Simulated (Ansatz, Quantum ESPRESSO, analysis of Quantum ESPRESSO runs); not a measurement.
# Reproducing a measured migration barrier: interstitial H in fcc Al, hop from a tetrahedral to the next octahedral site (Quantum ESPRESSO)

Aim: the migration barrier of interstitial H in fcc Al, hop from a tetrahedral to the next octahedral site, to be set beside the measurement. Set-up: PBE, GBRV 1.5 PBE, 32-site cell, PBE lattice, k: the zone centre alone, start relaxed with Ansatz. The model is a cell of 32 host atoms with 1 H put in. The barrier is the energy of the highest image of a climbing band over the relaxed site that the atom leaves.

Measured beforehand: Migration barrier: 0.452 eV, by diffusion measurements (T > 250 K); average of cited values (quoted in “Explainable Machine Learning for Hydrogen Diffusion in Metals and Random Binary Alloys”, 2023, G. M. Lu et al., quoting earlier work (1981)).

Method: Quantum ESPRESSO plane-wave DFT, PBE, GBRV 1.5 PBE potentials; relaxation of all atoms of a defect supercell, in Quantum ESPRESSO 7.5.

## Step 1: The starting structure

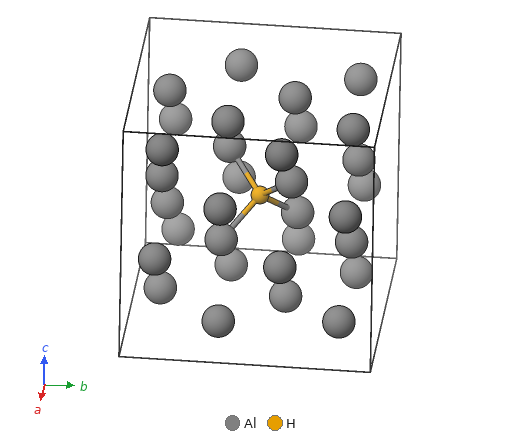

Start, viewed slightly off an axis; aluminium grey, hydrogen orange.

The cell holds 33 atoms: 32 Al and 1 H. Its edges and angles: a = 8.081 Å, b = 8.081 Å, c = 8.081 Å, α = 90.0°, β = 90.0°, γ = 90.0°. It derives from Al (space group Fm-3m). Nearest the centre at fractional (0.375, 0.375, 0.375): H33 at 0.00 Å, Al29 at 1.93 Å, Al18 at 1.93 Å, Al8 at 1.93 Å, Al11 at 1.93 Å, Al24 at 3.36 Å, Al16 at 3.36 Å, Al26 at 3.36 Å.

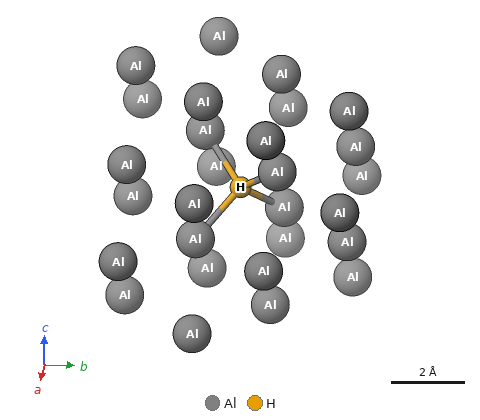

The atoms within 5 Å of the centre.

The host's primitive cell comes from a first run (Quantum ESPRESSO plane-wave DFT, PBE, GBRV 1.5 PBE potentials; relaxation of cell and atoms of a defect-free cell): vectors of 2.857, 2.857 and 2.857 Å. That is 16.49 Å³ an atom, 0.7 % under the diffraction cell's volume. The supercell is built on it.

This program's steps are dear, so the start below was first relaxed with Ansatz (plane-wave PAW DFT, PBE; 9.7 s).

## Step 2: Relaxation, charge 0

A barrier counts from a true minimum, so both ends of the jump are relaxed first.

File pw.in:

```
&CONTROL
  calculation = 'relax'
  prefix = 'pwscf'
  outdir = './tmp'
  pseudo_dir = './pseudo'
  tprnfor = .true.
  disk_io = 'low'
  nstep = 70
  forc_conv_thr = 0.00078
  etot_conv_thr = 0.0001
/
&SYSTEM
  ibrav = 0
  nat = 33
  ntyp = 2
  ecutwfc = 45
  ecutrho = 360
  nbnd = 63
  occupations = 'smearing'
  smearing = 'mv'
  degauss = 0.00734986
/
&ELECTRONS
  conv_thr = 3d-08
  electron_maxstep = 100
  mixing_beta = 0.5
/
&IONS
  ion_dynamics = 'bfgs'
/
ATOMIC_SPECIES
Al    26.9815 al_pbe_v1.uspp.F.UPF
H      1.0080 h_pbe_v1.4.uspp.F.UPF
CELL_PARAMETERS angstrom
   8.0809509360    0.0000000000    0.0000000000
   0.0000000000    8.0809509360    0.0000000000
   0.0000000000    0.0000000000    8.0809509360
ATOMIC_POSITIONS crystal
Al     0.0174658543    0.0174658543    0.0174658543
Al    -0.0042282632    0.2540820757    0.2540820757
Al     0.2540820757   -0.0042282632    0.2540820757
Al     0.2540820757    0.2540820757   -0.0042282632
Al    -0.0025828062   -0.0025828062    0.4948999509
Al    -0.0025828062    0.2551000491    0.7525828062
Al     0.2551000491   -0.0025828062    0.7525828062
Al     0.2374356119    0.2374356119    0.5125643881
Al    -0.0025828062    0.4948999509   -0.0025828062
Al    -0.0025828062    0.7525828062    0.2551000491
Al     0.2374356119    0.5125643881    0.2374356119
Al     0.2551000491    0.7525828062   -0.0025828062
Al    -0.0042282632    0.4959179243    0.4959179243
Al     0.0174658543    0.7325341457    0.7325341457
Al     0.2540820757    0.4959179243    0.7542282632
Al     0.2540820757    0.7542282632    0.4959179243
Al     0.4948999509   -0.0025828062   -0.0025828062
Al     0.5125643881    0.2374356119    0.2374356119
Al     0.7525828062   -0.0025828062    0.2551000491
Al     0.7525828062    0.2551000491   -0.0025828062
Al     0.4959179243   -0.0042282632    0.4959179243
Al     0.4959179243    0.2540820757    0.7542282632
Al     0.7325341457    0.0174658543    0.7325341457
Al     0.7542282632    0.2540820757    0.4959179243
Al     0.4959179243    0.4959179243   -0.0042282632
Al     0.4959179243    0.7542282632    0.2540820757
Al     0.7542282632    0.4959179243    0.2540820757
Al     0.7325341457    0.7325341457    0.0174658543
Al     0.5125643881    0.5125643881    0.5125643881
Al     0.4948999509    0.7525828062    0.7525828062
Al     0.7525828062    0.4948999509    0.7525828062
Al     0.7525828062    0.7525828062    0.4948999509
H      0.3750000000    0.3750000000    0.3750000000
K_POINTS gamma
```

The run is started by

```sh
$ OMP_NUM_THREADS=1 mpirun -n 4 pw.x -in pw.in > pw.out
```

What it wrote:

```text
This program is part of the open-source Quantum ESPRESSO suite
     for quantum simulation of materials; please cite
         "P. Giannozzi et al., J. Phys.:Condens. Matter 21 395502 (2009);
         "P. Giannozzi et al., J. Phys.:Condens. Matter 29 465901 (2017);
         "P. Giannozzi et al., J. Chem. Phys. 152 154105 (2020);
          URL
     in publications or presentations arising from this work. More details at

     gamma-point specific algorithms are used
     Message from routine setup:
     using ibrav=0 with symmetry is DISCOURAGED, use correct ibrav instead

     Subspace diagonalization in iterative solution of the eigenvalue problem:
     a serial algorithm will be used

     --------------------
     sticks:   dense  smooth     PW     G-vecs:    dense   smooth      PW
     Min        1674     834    209               102714    36290    4508
     Max        1675     836    216               102719    36292    4510
     Sum        6697    3341    845               410861   145165   18037

     Using Slab Decomposition

     bravais-lattice index     =            0
     lattice parameter (alat)  =      15.2708  a.u.
     unit-cell volume          =    3561.0987 (a.u.)^3
     number of atoms/cell      =           33
     number of atomic types    =            2
     number of electrons       =        97.00
     number of Kohn-Sham states=           63
     kinetic-energy cutoff     =      45.0000  Ry
     charge density cutoff     =     360.0000  Ry
     scf convergence threshold =      3.0E-08
     mixing beta               =       0.5000
     number of iterations used =            8  plain     mixing
     energy convergence thresh.=      1.0E-04
     force convergence thresh. =      7.8E-04
     Exchange-correlation=  SLA  PW   PBX  PBC
                           (   1   4   3   4   0   0   0)
     nstep                     =           70

     celldm(1)=  15.270784  celldm(2)=   0.000000  celldm(3)=   0.000000
     celldm(4)=   0.000000  celldm(5)=   0.000000  celldm(6)=   0.000000

     crystal axes: (cart. coord. in units of alat)
               a(1) = (   1.000000   0.000000   0.000000 )
               a(2) = (   0.000000   1.000000   0.000000 )
               a(3) = (   0.000000   0.000000   1.000000 )

     reciprocal axes: (cart. coord. in units 2 pi/alat)
               b(1) = (  1.000000  0.000000  0.000000 )
               b(2) = (  0.000000  1.000000  0.000000 )
               b(3) = (  0.000000  0.000000  1.000000 )

     PseudoPot. # 1 for Al read from file:
     al_pbe_v1.uspp.F.UPF
     Pseudo is Ultrasoft + core correction, Zval =  3.0
     Generated by new atomic code, or converted to UPF format
     Using radial grid of  893 points,  3 beta functions with:
                l(1) =   0
                l(2) =   1
                l(3) =   2
     Q(r) pseudized with  8 coefficients,  rinner =    0.900   0.900   0.900
                                                       0.900   0.900

     PseudoPot. # 2 for H  read from file:
     h_pbe_v1.4.uspp.F.UPF
     Pseudo is Ultrasoft, Zval =  1.0
     Generated by new atomic code, or converted to UPF format
     Using radial grid of  615 points,  2 beta functions with:
                l(1) =   0
                l(2) =   0
     Q(r) pseudized with  8 coefficients,  rinner =    0.700

     atomic species   valence    mass     pseudopotential
     Al                3.00    26.98150     Al( 1.00)
     H                 1.00     1.00800     H ( 1.00)

     24 Sym. Ops. (no inversion) found (18 have fractional translation)

   Cartesian axes

     site n.     atom                  positions (alat units)
         1        Al     tau(   1) = (   0.0174659   0.0174659   0.0174659  )
         2        Al     tau(   2) = (  -0.0042283   0.2540821   0.2540821  )
         3        Al     tau(   3) = (   0.2540821  -0.0042283   0.2540821  )
         4        Al     tau(   4) = (   0.2540821   0.2540821  -0.0042283  )
         5        Al     tau(   5) = (  -0.0025828  -0.0025828   0.4949000  )
         6        Al     tau(   6) = (  -0.0025828   0.2551000   0.7525828  )
         7        Al     tau(   7) = (   0.2551000  -0.0025828   0.7525828  )
         8        Al     tau(   8) = (   0.2374356   0.2374356   0.5125644  )
         9        Al     tau(   9) = (  -0.0025828   0.4949000  -0.0025828  )
        10        Al     tau(  10) = (  -0.0025828   0.7525828   0.2551000  )
        11        Al     tau(  11) = (   0.2374356   0.5125644   0.2374356  )
        12        Al     tau(  12) = (   0.2551000   0.7525828  -0.0025828  )
        13        Al     tau(  13) = (  -0.0042283   0.4959179   0.4959179  )
        14        Al     tau(  14) = (   0.0174659   0.7325341   0.7325341  )
        15        Al     tau(  15) = (   0.2540821   0.4959179   0.7542283  )
        16        Al     tau(  16) = (   0.2540821   0.7542283   0.4959179  )
[...]
25        Al     tau(  25) = (   0.4959179   0.4959179  -0.0042283  )
        26        Al     tau(  26) = (   0.4959179   0.7542283   0.2540821  )
        27        Al     tau(  27) = (   0.7542283   0.4959179   0.2540821  )
        28        Al     tau(  28) = (   0.7325341   0.7325341   0.0174659  )
        29        Al     tau(  29) = (   0.5125644   0.5125644   0.5125644  )
        30        Al     tau(  30) = (   0.4949000   0.7525828   0.7525828  )
        31        Al     tau(  31) = (   0.7525828   0.4949000   0.7525828  )
        32        Al     tau(  32) = (   0.7525828   0.7525828   0.4949000  )
        33        H      tau(  33) = (   0.3750000   0.3750000   0.3750000  )

     number of k points=     1  Marzari-Vanderbilt smearing, width (Ry)=  0.0073
                       cart. coord. in units 2pi/alat
        k(    1) = (   0.0000000   0.0000000   0.0000000), wk =   2.0000000

     Dense  grid:   205431 G-vectors     FFT dimensions: (  96,  96,  96)

     Smooth grid:    72583 G-vectors     FFT dimensions: (  72,  72,  72)

     Initial potential from superposition of free atoms

     starting charge      96.9211, renormalised to      97.0000
     Starting wfcs are  129 randomized atomic wfcs

     Self-consistent Calculation

     iteration #  1     ecut=    45.00 Ry     beta= 0.50
     Davidson diagonalization with overlap
     ethr =  1.00E-02,  avg # of iterations =  3.0

     Threshold (ethr) on eigenvalues was too large:
     Diagonalizing with lowered threshold

     Davidson diagonalization with overlap
     ethr =  6.22E-04,  avg # of iterations =  2.0

     total energy              =    -214.41402513 Ry
[...]
iteration #  7     ecut=    45.00 Ry     beta= 0.50
     Davidson diagonalization with overlap
     ethr =  5.65E-06,  avg # of iterations = 10.0

     total energy              =    -214.53722821 Ry
     estimated scf accuracy    <       0.00135335 Ry

     iteration #  8     ecut=    45.00 Ry     beta= 0.50
     Davidson diagonalization with overlap
     ethr =  1.40E-06,  avg # of iterations = 19.0

     total energy              =    -214.53736436 Ry
     estimated scf accuracy    <       0.00015627 Ry

     iteration #  9     ecut=    45.00 Ry     beta= 0.50
     Davidson diagonalization with overlap
     ethr =  1.61E-07,  avg # of iterations =  3.0

     total energy              =    -214.53738624 Ry
     estimated scf accuracy    <       0.00022315 Ry

     iteration # 10     ecut=    45.00 Ry     beta= 0.50
     Davidson diagonalization with overlap
     ethr =  1.61E-07,  avg # of iterations =  2.0

     total energy              =    -214.53740753 Ry
     estimated scf accuracy    <       0.00000621 Ry

     iteration # 11     ecut=    45.00 Ry     beta= 0.50
     Davidson diagonalization with overlap
     ethr =  6.41E-09,  avg # of iterations =  5.0

     total energy              =    -214.53740871 Ry
     estimated scf accuracy    <       0.00000826 Ry

     iteration # 12     ecut=    45.00 Ry     beta= 0.50
     Davidson diagonalization with overlap
     ethr =  6.41E-09,  avg # of iterations =  2.0

     total energy              =    -214.53740934 Ry
     estimated scf accuracy    <       0.00000381 Ry

     iteration # 13     ecut=    45.00 Ry     beta= 0.50
     Davidson diagonalization with overlap
     ethr =  3.93E-09,  avg # of iterations =  2.0

     total energy              =    -214.53740965 Ry
     estimated scf accuracy    <       0.00000024 Ry

     iteration # 14     ecut=    45.00 Ry     beta= 0.50
     Davidson diagonalization with overlap
     ethr =  2.48E-10,  avg # of iterations =  4.0

     total energy              =    -214.53740971 Ry
     estimated scf accuracy    <       0.00000027 Ry

     iteration # 15     ecut=    45.00 Ry     beta= 0.50
     Davidson diagonalization with overlap
     ethr =  2.48E-10,  avg # of iterations =  2.0

     total energy              =    -214.53740973 Ry
     estimated scf accuracy    <       0.00000006 Ry

     iteration # 16     ecut=    45.00 Ry     beta= 0.50
     Davidson diagonalization with overlap
     ethr =  6.25E-11,  avg # of iterations =  2.0

     End of self-consistent calculation

          k = 0.0000 0.0000 0.0000 (  9019 PWs)   bands (ev):

    -3.3650  -1.3826  -1.1664  -1.1664  -1.0342  -1.0342  -1.0342   0.7721
     0.9849   0.9849   1.0933   1.0933   1.0933   1.1204   1.1204   1.1204
     1.4020   1.4020   1.4020   3.0126   3.3041   3.3081   3.3081   3.3081
     3.5498   3.5498   3.5498   4.5323   5.0080   5.0080   6.3004   6.3004
     6.3004   6.3322   6.7529   6.7529   6.9177   6.9940   6.9940   6.9940
     7.0538   7.0538   7.0538   7.2741   7.2741   7.8632   7.8632   7.8632
     8.3649   8.3649   8.3649   8.9240   8.9240   8.9240   8.9365   8.9365
     8.9365   9.0020   9.0020   9.0261   9.0261   9.0261   9.0373

     the Fermi energy is     8.3227 ev

!    total energy              =    -214.53740971 Ry
     estimated scf accuracy    <       0.00000003 Ry
     smearing contrib. (-TS)   =      -0.00555176 Ry
     internal energy E=F+TS    =    -214.53185795 Ry

     The total energy is F=E-TS. E is the sum of the following terms:
     one-electron contribution =      96.03120315 Ry
     hartree contribution      =       1.11621540 Ry
     xc contribution           =    -138.18848238 Ry
     ewald contribution        =    -173.49079412 Ry

     convergence has been achieved in  16 iterations

     Forces acting on atoms (cartesian axes, Ry/au):

     atom    1 type  1   force =     0.00045293    0.00045293    0.00045293
     atom    2 type  1   force =     0.00012891    0.00034643    0.00034643
     atom    3 type  1   force =     0.00034643    0.00012891    0.00034643
     atom    4 type  1   force =     0.00034643    0.00034643    0.00012891
     atom    5 type  1   force =     0.00030239    0.00030239    0.00002819
     atom    6 type  1   force =     0.00030239   -0.00002819   -0.00030239
     atom    7 type  1   force =    -0.00002819    0.00030239   -0.00030239
     atom    8 type  1   force =    -0.00026461   -0.00026461    0.00026461
     atom    9 type  1   force =     0.00030239    0.00002819    0.00030239
     atom   10 type  1   force =     0.00030239   -0.00030239   -0.00002819
     atom   11 type  1   force =    -0.00026461    0.00026461   -0.00026461
     atom   12 type  1   force =    -0.00002819   -0.00030239    0.00030239
     atom   13 type  1   force =     0.00012891   -0.00034643   -0.00034643
     atom   14 type  1   force =     0.00045293   -0.00045293   -0.00045293
     atom   15 type  1   force =     0.00034643   -0.00034643   -0.00012891
     atom   16 type  1   force =     0.00034643   -0.00012891   -0.00034643
[...]
atom   26 type  1   force =    -0.00034643   -0.00012891    0.00034643
     atom   27 type  1   force =    -0.00012891   -0.00034643    0.00034643
     atom   28 type  1   force =    -0.00045293   -0.00045293    0.00045293
     atom   29 type  1   force =     0.00026461    0.00026461    0.00026461
     atom   30 type  1   force =     0.00002819   -0.00030239   -0.00030239
     atom   31 type  1   force =    -0.00030239    0.00002819   -0.00030239
     atom   32 type  1   force =    -0.00030239   -0.00030239    0.00002819
     atom   33 type  2   force =     0.00000000    0.00000000    0.00000000

     Total force =     0.002930     Total SCF correction =     0.000234

     BFGS Geometry Optimization
     Energy error            =      8.6E-06 Ry
     Gradient error          =      4.5E-04 Ry/Bohr

     bfgs converged in   1 scf cycles and   0 bfgs steps
     (criteria: energy <  1.0E-04 Ry, force <  7.8E-04 Ry/Bohr)

     End of BFGS Geometry Optimization

     Final energy             =    -214.5374097115 Ry
Begin final coordinates

ATOMIC_POSITIONS (crystal)
Al               0.0174658543        0.0174658543        0.0174658543
Al              -0.0042282632        0.2540820757        0.2540820757
Al               0.2540820757       -0.0042282632        0.2540820757
Al               0.2540820757        0.2540820757       -0.0042282632
Al              -0.0025828062       -0.0025828062        0.4948999509
Al              -0.0025828062        0.2551000491        0.7525828062
Al               0.2551000491       -0.0025828062        0.7525828062
Al               0.2374356119        0.2374356119        0.5125643881
Al              -0.0025828062        0.4948999509       -0.0025828062
Al              -0.0025828062        0.7525828062        0.2551000491
Al               0.2374356119        0.5125643881        0.2374356119
Al               0.2551000491        0.7525828062       -0.0025828062
Al              -0.0042282632        0.4959179243        0.4959179243
Al               0.0174658543        0.7325341457        0.7325341457
Al               0.2540820757        0.4959179243        0.7542282632
Al               0.2540820757        0.7542282632        0.4959179243
[...]
Al               0.4959179243        0.7542282632        0.2540820757
Al               0.7542282632        0.4959179243        0.2540820757
Al               0.7325341457        0.7325341457        0.0174658543
Al               0.5125643881        0.5125643881        0.5125643881
Al               0.4948999509        0.7525828062        0.7525828062
Al               0.7525828062        0.4948999509        0.7525828062
Al               0.7525828062        0.7525828062        0.4948999509
H                0.3750000000        0.3750000000        0.3750000000
End final coordinates

=------------------------------------------------------------------------------=
   JOB DONE.
=------------------------------------------------------------------------------=
```

The job ended after 19 s (4 MPI ranks of Arm Neoverse N1, shared host; peak memory 0.57 GiB; 74 s of CPU time).

The run converged, but on settings that a careful run would not use, so its numbers are not the defect's.

(Part 1 of 3 ends here.)

[Logs are printed without paths, hosts, clocks, repeated set-up lines and the standing remarks that a program may print on its own settings, such as how far it seeks lower states.]

[Hosts, paths, dates, database ids (printed as entryN), source tags and the programs' standing remarks are cut or masked in the printed files.]

[For some hosts the program warned that the k-mesh of the response run may be too coarse for force constants and the static dielectric constant; such warnings are not shown here.]
